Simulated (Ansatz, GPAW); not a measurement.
**Screening of a field by honeycomb AsSb bilayer, like faces together**

Aim: the dipole that a field along the normal induces in honeycomb AsSb bilayer, like faces together.

Main program and level: GPAW 26.7.0 and Ansatz 0.2.0; Ansatz plane waves; layer without images along its normal, relaxation of atoms and in-plane cell, with D3(BJ) dispersion, in the first sound run; inputs show where later runs differ.

### 1. Starting point

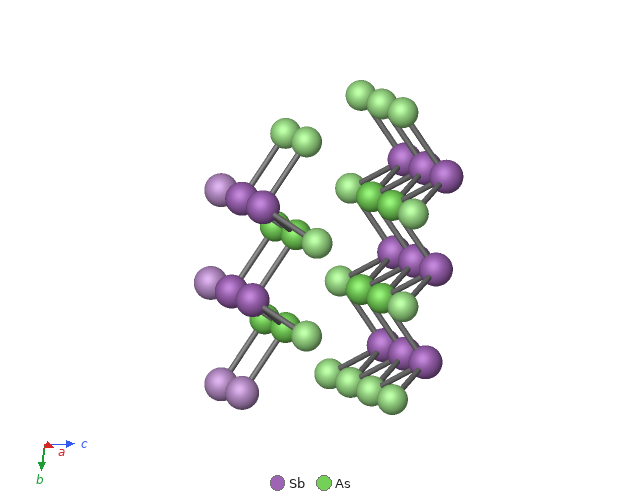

Start, viewed from the side, with the c axis across the page; antimony purple, arsenic green. 2×2×1 cells are drawn. Some periodic images of atoms are drawn too.

The cell holds 4 atoms: 2 Sb and 2 As. Its edges and angles: a = 3.860 Å, b = 3.860 Å, c = 22.040 Å, α = 90.0°, β = 90.0°, γ = 120.0°. Regions: layer 1: honeycomb AsSb, 2 atoms (1 Sb and 1 As); layer 2: honeycomb AsSb, 2 atoms (1 Sb and 1 As). Vacuum lies along c.

Structure file:

```cif
data_structure
_symmetry_space_group_name_H-M 'P 1'
_symmetry_Int_Tables_number 1
_cell_length_a 3.8600
_cell_length_b 3.8600
_cell_length_c 22.0400
_cell_angle_alpha 90.000
_cell_angle_beta 90.000
_cell_angle_gamma 120.000
_cell_volume 284.39
loop_
_atom_site_label
_atom_site_type_symbol
_atom_site_fract_x
_atom_site_fract_y
_atom_site_fract_z
_atom_site_occupancy
Sb1 Sb 0.66667 0.33333 0.36298 1
As2 As 0.33333 0.66667 0.43194 1
Sb3 Sb 0.00000 0.00000 0.63702 1
As4 As 0.66667 0.33333 0.56806 1
```

### 2. Relaxation

Forces are removed first; all later runs use this geometry.

File input.yaml:

```yaml
crystal:
  lattice:
    - [3.86, 0.0, 0.0]
    - [-1.93, 3.3428580586, 0.0]
    - [0.0, 0.0, 22.0400000016]
  atoms:
    - { symbol: Sb, position: [0.6666666667, 0.3333333333, 0.3629764065] }
    - { symbol: As, position: [0.3333333333, 0.6666666667, 0.4319419237] }
    - { symbol: Sb, position: [0.0, 0.0, 0.6370235935] }
    - { symbol: As, position: [0.6666666667, 0.3333333333, 0.5680580763] }
  periodic: [true, true, false]
kpoints:
  mp_grid: { grid: [9, 9, 1] }
hamiltonian:
  xc: pbe
  dispersion: d3bj
scf:
  occupations: { method: fermi_dirac, width: 0.05 }
relax:
  f_tol: 0.01
  max_steps: 90
  cell: {}
```

On the command line:

```console
ansatz run input.yaml --threads 4 --pin off --max-ram 8192MiB --backend cpu --events-out ev --progress --plain --runs-dir out
```

Numbers of over 12 decimals in the logs are rounded to 6 here.

What it wrote:

```text
Warning: crystal.periodic: the lattice vector that does not repeat stood 0.000° off the slab's normal, 22.040 Å along it as the deck builds it. The run solves the slab on a vector along the normal, 35.880 Å long, with every atom where it was (on the deck's vector they left 16.00 Å outside them, and the widest stretch free of ions among them is 3.00 Å). A fractional position that the run reports is one of the run's ce [...]
crystal.periodic: the lattice vector that does not repeat stood 0.000° off the slab's normal, 22.040 Å along it as the deck builds it. The run solves the slab on a vector along the normal, 35.880 Å long, with every atom where it was (on the deck's vector they left 16.00 Å outside them, and the widest stretch free of ions among them is 3.00 Å). A fractional position that the run reports is one of the run's cell, which [...]
Engine: ansatz 0.2.0, aarch64-unknown-linux-gnu
Pseudopotentials: kind: paw
Pseudopotential: Sb, paw, valence charge 15, recommended cutoff 420 eV (normal), Sb.paw.azcp
Pseudopotential: As, paw, valence charge 15, recommended cutoff 420 eV (normal), As.paw.azcp
Functional definition: PBE
  parameter kappa = 0.804
  parameter beta = 0.066725
  exchange = pbe_x(kappa = kappa, mu = beta*pi^2/3)
  correlation = pbe_c(beta = beta)
Crystal: 4 atoms, lattice volume = 462.975 Å³
Basis set: ecut = 420 eV, 9095 PW (Γ), exchange–correlation on 54×54×480 points (8 copies of the dense FFT grid, shifted against one another)
Bands: 36, of which v1, the nominal top of the filled ones, is band 30 counted from 1 (29 counted from 0)
Symmetry: 6 space group operations
Space group: P3m1 (ITA 156), of the structure as read, at distance tolerance 7.7e-5 Å
k-points: 12 of 81 (time reversal used)
Non-local potential: Sb, projectors of the file, l = 0: 2, l = 1: 2, l = 2: 2, l = 3: 2
Non-local potential: As, projectors of the file, l = 0: 2, l = 1: 2, l = 2: 3, l = 3: 1
PAW form: soft (Blöchl's): semilocal exchange-correlation on the pseudo side does not see the compensation charge
PAW one-centre angular grid: Sb, 590 points (default); XC on 64 Gauss nodes
PAW one-centre angular grid: As, 590 points (default); XC on 64 Gauss nodes
Initial density: superposition of atomic densities (neutral atoms: chi_scale 0, normalization atom), corrected by the library's trained network
Initial wavefunctions: pseudopotential atomic-orbital guess
Functional: x = pbe(κ = 0.804, μ = 0.219515), c = pbe(β = 0.066725)
SCF iter   1: F=—  HF=-22682.264087 eV  |F-HF|=—  |Δ(HF+E_count)|=         —  Δρ=1.21e-3  dr2=6.34e-2  ethr=1.77e-3  ⟨swp⟩=12.4  Hψ=2424  notcnv=0
preconditioner: auto → Resta (q_TF=auto, 1.941 Å⁻¹)  ε∞=1.9  [insulator: Δε(μ)=0.707 eV  Ē_g=7.972 eV  σ=0.050 eV  W_gap=1.00  n_scr=52 (ndim 8)  ℏωp=7.7 eV  f_vac=0.718  D(μ)=0.01/eV (n_scr^D=0)  ε∞_Penn≈1.9  vacuum switching on, ρ_ref=4.6e-3 e/Å³]
SCF iter   2: F=—  HF=-22682.269445 eV  |F-HF|=—  |Δ(HF+E_count)|=   5.36e-3  Δρ=1.76e-3  dr2=1.32e-1  ethr=1.06e-4  ⟨swp⟩=4.8  Hψ=1054  notcnv=0  defer=8
SCF iter   3: F=—  HF=-22682.255185 eV  |F-HF|=—  |Δ(HF+E_count)|=   1.43e-2  Δρ=3.93e-4  dr2=2.01e-3  ethr=1.06e-4  ⟨swp⟩=3.4  Hψ=600  notcnv=0  defer=9
SCF iter   4: F=—  HF=-22682.256584 eV  |F-HF|=—  |Δ(HF+E_count)|=   1.40e-3  Δρ=3.45e-4  dr2=7.82e-3  ethr=3.36e-6  ⟨swp⟩=3.2  Hψ=837  notcnv=0  defer=8
SCF iter   5: F=—  HF=-22682.256188 eV  |F-HF|=—  |Δ(HF+E_count)|=   3.96e-4  Δρ=1.29e-4  dr2=2.35e-4  ethr=3.36e-6  ⟨swp⟩=2.5  Hψ=555  notcnv=0  defer=8
SCF iter   6: F=—  HF=-22682.256134 eV  |F-HF|=—  |Δ(HF+E_count)|=   5.36e-5  Δρ=5.41e-5  dr2=1.71e-5  ethr=3.91e-7  ⟨swp⟩=3.4  Hψ=895  notcnv=0  defer=8
SCF iter   7: F=—  HF=-22682.256164 eV  |F-HF|=—  |Δ(HF+E_count)|=   2.98e-5  Δρ=1.68e-5  dr2=2.84e-6  ethr=2.85e-8  ⟨swp⟩=3.0  Hψ=751  notcnv=0  defer=8
SCF iter   8: F=—  HF=-22682.256164 eV  |F-HF|=—  |Δ(HF+E_count)|=   3.86e-7  Δρ=5.52e-6  dr2=3.02e-7  ethr=4.74e-9  ⟨swp⟩=3.2  Hψ=939  notcnv=0  defer=8
SCF iter   9: F=-22682.256164 eV  HF=-22682.256164 eV  |F-HF|=4.67e-9  |Δ(HF+E_count)|=   1.32e-7  Δρ=1.06e-6  dr2=6.93e-9  ethr=1.67e-10  ⟨swp⟩=6.6  Hψ=1782  notcnv=0
SCF 1 converged in 9 iterations: F = -22682.256164 eV  dr2 = 6.93e-9
  greatest PAW one-centre occupation: 0.999 electrons in one spin orbital (limit 2), on the As atom at site 3 (counted from 0), in its partial waves of l = 2
relax step   1: F+E_penalty+E_count = -22682.25616374 eV  Δ(F+E_penalty+E_count) = +0.000e0 eV  max|allowed force component| = 1.774e-1 eV/Å  Δτ_max = 0.0000 Å  P = -0.868 N/m  Ω = 462.975 Å³  fix = [c, alpha, beta]  reactions: c +0.000 N/m  (9 SCF iters, dr2 threshold 1.00e-7 eV, accepted)
Crystal: 4 atoms, lattice volume = 457.941 Å³
Basis set: ecut = 420 eV, 8903 PW (Γ), exchange–correlation on 54×54×480 points (8 copies of the dense FFT grid, shifted against one another)
Initial density: handed on by an earlier stage of this run
Initial wavefunctions: those handed on with the density
iter 1 solved again at ethr=1.17e-4 eV; its pass at ethr=3.10e-3 eV (dr2=7.02e-2 eV) is discarded
SCF iter   1: F=—  HF=-22682.301069 eV  |F-HF|=—  |Δ(HF+E_count)|=         —  Δρ=5.33e-3  dr2=7.13e-2  ethr=1.17e-4  ⟨swp⟩=2.1  Hψ=2879  notcnv=0
preconditioner: auto → Resta (q_TF=auto, 1.944 Å⁻¹)  ε∞=1.9  [insulator: Δε(μ)=0.449 eV  Ē_g=8.143 eV  σ=0.050 eV  W_gap=0.98  n_scr=52 (ndim 8)  ℏωp=7.8 eV  f_vac=0.728  D(μ)=0.07/eV (n_scr^D=0)  ε∞_Penn≈1.9  vacuum switching on, ρ_ref=4.8e-3 e/Å³]
SCF iter   2: F=—  HF=-22682.304037 eV  |F-HF|=—  |Δ(HF+E_count)|=   2.97e-3  Δρ=2.75e-3  dr2=4.18e-2  ethr=1.17e-4  ⟨swp⟩=2.9  Hψ=637  notcnv=0
preconditioner: auto → LDOS  [insulator: Δε(μ)=0.430 eV  Ē_g=8.132 eV  σ=0.050 eV  W_gap=0.97  n_scr=52 (ndim 8)  ℏωp=7.8 eV  f_vac=0.728  D(μ)=0.08/eV (n_scr^D=2)  ε∞_Penn≈1.9  β→1.0]
SCF iter   3: F=—  HF=-22682.321055 eV  |F-HF|=—  |Δ(HF+E_count)|=   1.70e-2  Δρ=1.94e-3  dr2=1.54e-1  ethr=6.97e-5  ⟨swp⟩=4.2  Hψ=911  notcnv=0  recentre
SCF iter   4: F=—  HF=-22682.303397 eV  |F-HF|=—  |Δ(HF+E_count)|=   1.77e-2  Δρ=4.87e-4  dr2=4.69e-4  ethr=6.97e-5  ⟨swp⟩=3.0  Hψ=646  notcnv=0
SCF iter   5: F=—  HF=-22682.303740 eV  |F-HF|=—  |Δ(HF+E_count)|=   3.43e-4  Δρ=1.20e-4  dr2=8.82e-5  ethr=7.81e-7  ⟨swp⟩=3.1  Hψ=793  notcnv=0
SCF iter   6: F=—  HF=-22682.303744 eV  |F-HF|=—  |Δ(HF+E_count)|=   4.10e-6  Δρ=4.50e-5  dr2=1.27e-5  ethr=1.47e-7  ⟨swp⟩=2.1  Hψ=667  notcnv=0
SCF iter   7: F=—  HF=-22682.303746 eV  |F-HF|=—  |Δ(HF+E_count)|=   2.27e-6  Δρ=2.55e-5  dr2=2.48e-5  ethr=2.12e-8  ⟨swp⟩=3.0  Hψ=755  notcnv=0
SCF iter   8: F=—  HF=-22682.303744 eV  |F-HF|=—  |Δ(HF+E_count)|=   2.05e-6  Δρ=1.18e-5  dr2=3.84e-6  ethr=2.12e-8  ⟨swp⟩=1.8  Hψ=506  notcnv=0
SCF iter   9: F=-22682.303743 eV  HF=-22682.303743 eV  |F-HF|=2.09e-7  |Δ(HF+E_count)|=   3.82e-7  Δρ=3.67e-6  dr2=2.43e-7  ethr=6.67e-10  ⟨swp⟩=5.1  Hψ=1962  notcnv=0
SCF 2 converged in 9 iterations: F = -22682.303743 eV  dr2 = 2.43e-7
relax step   2: F+E_penalty+E_count = -22682.30374327 eV  Δ(F+E_penalty+E_count) = -4.758e-2 eV  max|allowed force component| = 2.122e-1 eV/Å  Δτ_max = 0.1916 Å  P = +0.482 N/m  Ω = 457.941 Å³  energy of the carried Pulay correction = +2.131e-4 eV  fix = [c, alpha, beta]  reactions: c +0.000 N/m  (9 SCF iters, dr2 threshold 4.00e-7 eV, accepted)
Crystal: 4 atoms, lattice volume = 457.595 Å³
iter 1 solved again at ethr=1.05e-4 eV; its pass at ethr=3.10e-3 eV (dr2=6.27e-2 eV) is discarded
SCF iter   1: F=—  HF=-22682.289926 eV  |F-HF|=—  |Δ(HF+E_count)|=         —  Δρ=5.12e-3  dr2=6.34e-2  ethr=1.05e-4  ⟨swp⟩=2.3  Hψ=2567  notcnv=0
preconditioner: auto → LDOS  [insulator: Δε(μ)=0.252 eV  Ē_g=8.198 eV  σ=0.050 eV  W_gap=0.85  n_scr=52 (ndim 8)  ℏωp=7.8 eV  f_vac=0.737  D(μ)=0.42/eV (n_scr^D=4)  ε∞_Penn≈1.9  β→1.0]
SCF iter   2: F=—  HF=-22682.302717 eV  |F-HF|=—  |Δ(HF+E_count)|=   1.28e-2  Δρ=1.21e-3  dr2=6.36e-2  ethr=1.05e-4  ⟨swp⟩=4.1  Hψ=1019  notcnv=0
SCF iter   3: F=—  HF=-22682.301500 eV  |F-HF|=—  |Δ(HF+E_count)|=   1.22e-3  Δρ=1.21e-3  dr2=6.01e-2  ethr=1.05e-4  ⟨swp⟩=3.9  Hψ=697  notcnv=0
SCF iter   4: F=—  HF=-22682.295469 eV  |F-HF|=—  |Δ(HF+E_count)|=   6.03e-3  Δρ=4.11e-4  dr2=7.12e-3  ethr=1.00e-4  ⟨swp⟩=2.2  Hψ=533  notcnv=0
SCF iter   5: F=—  HF=-22682.294551 eV  |F-HF|=—  |Δ(HF+E_count)|=   9.19e-4  Δρ=1.19e-4  dr2=5.73e-4  ethr=1.19e-5  ⟨swp⟩=2.2  Hψ=543  notcnv=0
SCF iter   6: F=—  HF=-22682.294477 eV  |F-HF|=—  |Δ(HF+E_count)|=   7.39e-5  Δρ=2.84e-5  dr2=1.50e-5  ethr=9.54e-7  ⟨swp⟩=2.2  Hψ=593  notcnv=0
SCF iter   7: F=—  HF=-22682.294497 eV  |F-HF|=—  |Δ(HF+E_count)|=   1.99e-5  Δρ=8.62e-6  dr2=5.75e-7  ethr=2.49e-8  ⟨swp⟩=2.8  Hψ=630  notcnv=0
SCF iter   8: F=-22682.294497 eV  HF=-22682.294497 eV  |F-HF|=2.06e-8  |Δ(HF+E_count)|=   2.88e-7  Δρ=2.04e-6  dr2=3.59e-8  ethr=6.67e-10  ⟨swp⟩=6.8  Hψ=1849  notcnv=0
SCF 3 converged in 8 iterations: F = -22682.294497 eV  dr2 = 3.59e-8
relax step   3: F+E_penalty+E_count = -22682.29449699 eV  Δ(F+E_penalty+E_count) = +9.246e-3 eV  max|allowed force component| = 2.707e-1 eV/Å  Δτ_max = 0.1941 Å  P = +0.605 N/m  Ω = 457.595 Å³  energy of the carried Pulay correction = +2.278e-4 eV  fix = [c, alpha, beta]  (8 SCF iters, dr2 threshold 4.00e-7 eV, rejected (line search))
[...]
relax step   4: F+E_penalty+E_count = -22682.31308045 eV  Δ(F+E_penalty+E_count) = -9.337e-3 eV  max|allowed force component| = 6.631e-2 eV/Å  Δτ_max = 0.0620 Å  P = +0.129 N/m  Ω = 459.476 Å³  energy of the carried Pulay correction = +1.478e-4 eV  fix = [c, alpha, beta]  reactions: c +0.000 N/m  (11 SCF iters, accepted)
[...]
relax step   5: F+E_penalty+E_count = -22682.31434463 eV  Δ(F+E_penalty+E_count) = -1.264e-3 eV  max|allowed force component| = 3.127e-2 eV/Å  Δτ_max = 0.0637 Å  P = +0.035 N/m  Ω = 462.884 Å³  energy of the carried Pulay correction = +3.842e-6 eV  fix = [c, alpha, beta]  reactions: c +0.000 N/m  (7 SCF iters, dr2 threshold 2.75e-7 eV, accepted)
[...]
relax step   6: F+E_penalty+E_count = -22682.31503047 eV  Δ(F+E_penalty+E_count) = -6.858e-4 eV  max|allowed force component| = 1.887e-3 eV/Å  Δτ_max = 0.0213 Å  P = +0.008 N/m  Ω = 462.293 Å³  energy of the carried Pulay correction = +2.873e-5 eV  fix = [c, alpha, beta]  reactions: c +0.000 N/m  (7 SCF iters, dr2 threshold 6.11e-8 eV, accepted)
Initial wavefunctions: pseudopotential atomic-orbital guess (no wavefunctions were taken with the density)
iter 1 solved again at ethr=7.81e-7 eV; its pass at ethr=3.10e-3 eV (dr2=4.69e-4 eV) is discarded
SCF iter   1: F=—  HF=-22682.314985 eV  |F-HF|=—  |Δ(HF+E_count)|=         —  Δρ=1.65e-6  dr2=1.86e-8  ethr=7.81e-7  ⟨swp⟩=5.5  Hψ=4055  notcnv=0
eigensolver tolerance schedule: the retry pair's looser diagonalisation over-reported the residual by 25228.04 of it (diagonalisation noise at an unbounded share of the residual, at the tolerance the schedule requests for it); recorded, not acted on — ethr = c·dr2/N_el stays at c = 1.0e-1
preconditioner: auto → LDOS  [insulator: Δε(μ)=0.337 eV  Ē_g=8.122 eV  σ=0.050 eV  W_gap=0.93  n_scr=52 (ndim 8)  ℏωp=7.7 eV  f_vac=0.731  D(μ)=0.19/eV (n_scr^D=2)  ε∞_Penn≈1.9  β→1.0]
SCF iter   2: F=—  HF=-22682.315004 eV  |F-HF|=—  |Δ(HF+E_count)|=   1.95e-5  Δρ=2.32e-6  dr2=1.05e-7  ethr=3.10e-11  ⟨swp⟩=5.5  Hψ=1530  notcnv=0
SCF iter   3: F=—  HF=-22682.315004 eV  |F-HF|=—  |Δ(HF+E_count)|=   1.97e-8  Δρ=8.44e-7  dr2=7.89e-9  ethr=3.10e-11  ⟨swp⟩=2.3  Hψ=812  notcnv=0
SCF iter   4: F=—  HF=-22682.315004 eV  |F-HF|=—  |Δ(HF+E_count)|=   1.50e-9  Δρ=6.34e-7  dr2=8.00e-9  ethr=1.31e-11  ⟨swp⟩=3.9  Hψ=920  notcnv=0
SCF iter   5: F=—  HF=-22682.315004 eV  |F-HF|=—  |Δ(HF+E_count)|=  3.78e-10  Δρ=1.98e-7  dr2=1.31e-9  ethr=1.31e-11  ⟨swp⟩=2.0  Hψ=492  notcnv=0
SCF iter   6: F=—  HF=-22682.315004 eV  |F-HF|=—  |Δ(HF+E_count)|=    0.00e0  Δρ=1.14e-7  dr2=2.29e-10  ethr=2.18e-12  ⟨swp⟩=2.9  Hψ=606  notcnv=0
SCF iter   7: F=-22682.315004 eV  HF=-22682.315004 eV  |F-HF|=1.38e-10  |Δ(HF+E_count)|=  2.18e-11  Δρ=3.30e-8  dr2=1.35e-11  ethr=1.00e-12  ⟨swp⟩=7.8  Hψ=2881  notcnv=0
SCF 7 converged in 7 iterations: F = -22682.315004 eV  dr2 = 1.35e-11
relax step   7: F+E_penalty+E_count = -22682.31500442 eV  Δ(F+E_penalty+E_count) = +2.605e-5 eV  max|allowed force component| = 1.896e-3 eV/Å  Δτ_max = 0.0000 Å  P = +0.008 N/m  Ω = 462.293 Å³  fix = [c, alpha, beta]  reactions: c +0.000 N/m  stress off target by 7.87e-3 N/m on what of the cell is left free  SCF on the basis re-selected at this cell (its energy is not comparable with the rows above)  (7 SCF iters)
basis re-selected at this cell: Δ(F+E_penalty+E_count) = +2.605e-5 eV, ΔP = +0.000 N/m vs the last step (what re-selecting the basis moved, of the pressure what is left beyond the Pulay correction that the steps carried, after the strain that the cell walked since its last selection, with what the two solves' SCF thresholds leave and, on support functions, any second-order correction that the steps lacked; it is no m [...]
SCF converged after 7 iterations
Free energy (F): -22682.315004 eV
Harris-Foulkes:  -22682.315004 eV  (|F-HF|=1.38e-10)
Internal energy: -22682.312768 eV  (E = F + TS)
E sigma→0 (E₀):  -22682.313886 eV
Entropy (-TS):   -0.002237 eV (-0.559 meV/atom)
Fermi energy:    -4.079803 eV
--- Per-component energies (eV) ---
  E_band       = -1663.846397
  E_kinetic    = 618.175626
  E_local      = -170276.555141  (includes V_loc(G=0)·N_el)
  E_nonlocal   = -617.243822
  E_hartree    = 84741.850187
  E_xc         = -434.520064
  E_vxc        = -349.619980  (∫ρ·V_xc dr)
  E_paw        = -12819.520698  (= ΣΔE_a)
  E_vpaw       = -522.303960  (= ΣTr[D̂ρ^β])
  E_aug_tail   = 0.000012  (compensation charges beyond the density's cutoff)
  E_ewald      = 76106.764411
  E_disp       = -1.263278  (pairwise vdW)
  E_smearing   = -0.002237  (= −TS)
  E_closure    = 0.000000  (closes the sum)
  Σ components = -22682.315004   (vs F -22682.315004, Δ=0.00e0)
--- Forces (eV/Å), atoms counted from 1 ---
  atom   1  Sb     0.00000000     0.00000000    -0.00189587
  atom   2  As    -0.00000000    -0.00000000    -0.00044082
  atom   3  Sb     0.00000000     0.00000000     0.00079543
  atom   4  As     0.00000000    -0.00000000     0.00154122
  max |Σ_I F_I| component: 4.03e-8 eV/Å
--- 2D stress c σ (N/m, compression-positive) ---
        0.007872      -0.000000      -0.000000
       -0.000000       0.007872      -0.000000
       -0.000000      -0.000000       0.000000
  P = ½ c Tr σ = 0.0079 N/m
--- Relaxed structure (6 steps of the walk, 5 accepted, 1 SCFs on fresh bases) ---
  F+E_penalty+E_count = -22682.31500442 eV   max|allowed force component| = 1.896e-3 eV/Å   (the final SCF, on the basis selected at the relaxed cell)
  cell:  # Å, volume = 462.2932 Å³
    - [3.857156, 0, 0]
    - [-1.928578, 3.340395, 0]
    - [0, 0, 35.880000]
  atoms:
    - { symbol: Sb, position: [0.666667, 0.333333, 0.230617] }
    - { symbol: As, position: [0.333333, 0.666667, 0.272816] }
    - { symbol: Sb, position: [1.7347234758152484e-17, -9.251858538489118e-17, 0.383588] }
    - { symbol: As, position: [0.666667, 0.333333, 0.341519] }
```

Run time: 32 s. Hardware: 4 threads of Arm Neoverse V1, shared host; peak memory 0.84 GiB; 2 min of CPU time.

Step by step:

| step | energy less that of the first step (eV) | largest force component (eV/Å) | volume (Å³) |
| --- | --- | --- | --- |
| 1 | 0.0000 | 0.1774 | 462.98 |
| 2 | -0.0476 | 0.2122 | 457.94 |
| 3 | -0.0383 | 0.2707 | 457.60 |
| 4 | -0.0569 | 0.0663 | 459.48 |
| 5 | -0.0582 | 0.0313 | 462.88 |
| 6 | -0.0589 | 0.0019 | 462.29 |
| 7* | -0.0588 | 0.0019 | 462.29 |

Relaxation steps marked * repeat the geometry before them on a plane-wave basis chosen anew for their cell, so energy and pressure can jump there. Relaxation step 3 was tried and not accepted.

The run keeps the 6 symmetry operations that it works with, so distortions that break them were not tested.

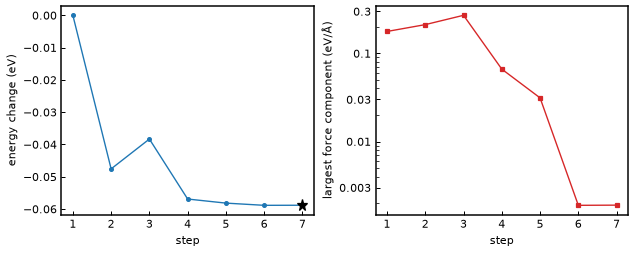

Energy and largest force along the relaxation. Stars mark steps on a basis chosen anew.

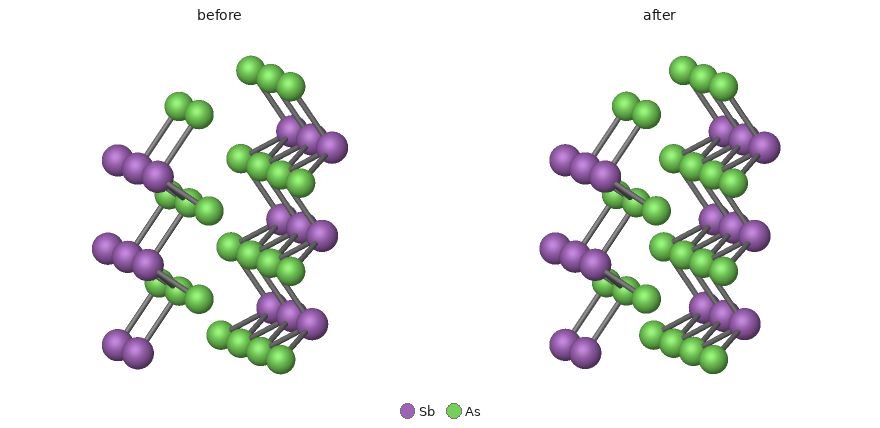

The structure before and after the relaxation, drawn at the same scale.

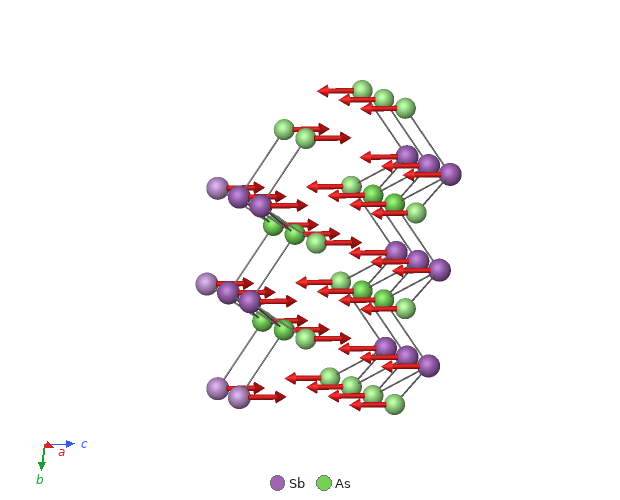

Displacements in the relaxation, exaggerated, measured against the changing cell; the longest in the cell stands for 0.28 Å. 2×2×1 cells are drawn. Some periodic images of atoms are drawn too.

| cell as run | before | after | change |
| --- | --- | --- | --- |
| a (Å) | 3.860 | 3.857 | -0.1 % |
| b (Å) | 3.860 | 3.857 | -0.1 % |

The atoms that moved most (Å, along periodic axes as changes of fractional coordinates times the final cell, across vacuum about the mean position):

| atom | dx | dy | dz | length |
| --- | --- | --- | --- | --- |
| Sb3 | 0.000 | 0.000 | -0.277 | 0.277 |
| Sb1 | 0.000 | 0.000 | 0.275 | 0.275 |
| As2 | 0.000 | 0.000 | 0.269 | 0.269 |
| As4 | 0.000 | 0.000 | -0.266 | 0.266 |

The relaxed structure:

```xyz
4
Lattice="3.8572 0.0000 0.0000 -1.9286 3.3404 0.0000 0.0000 0.0000 35.8800" Properties=species:S:1:pos:R:3
Sb    1.9286    1.1135    8.2745
As    0.0000    2.2269    9.7886
Sb    0.0000    0.0000   13.7631
As    1.9286    1.1135   12.2537
```

Numbers from this step:

```
free energy         : -22682.3150 eV
smearing term TS    : 0.002237 eV
gap by band count   : 0.3374 eV
symmetry operations : 6
```

The relaxation lowered the energy of the cell by 0.0588 eV.

(Part 1 of 3 ends here.)

[Logs are printed without paths, hosts, clocks, repeated set-up lines and the standing remarks that a program may print on its own settings, such as how far it seeks lower states.]

[Hosts, paths, dates, database ids (printed as entryN), source tags and the programs' standing remarks are cut or masked in the printed files.]
